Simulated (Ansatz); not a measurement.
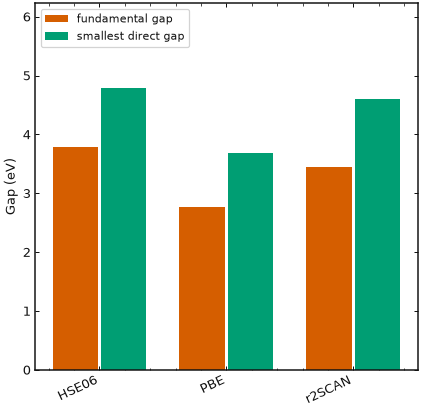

Gaps of MgS, space group I4/mmm, 2 atoms in the cell, rocksalt type, uniaxial (z) strain +0.3%, at several levels of theory on one cell (Ansatz, plane waves and PAW; edges over the mesh and the special points).

**How does the gap depend on the level, and does its kind change?**

In rising order: PBE 2.77 eV, r2SCAN 3.44 eV and HSE06 3.78 eV. It is indirect at every level.
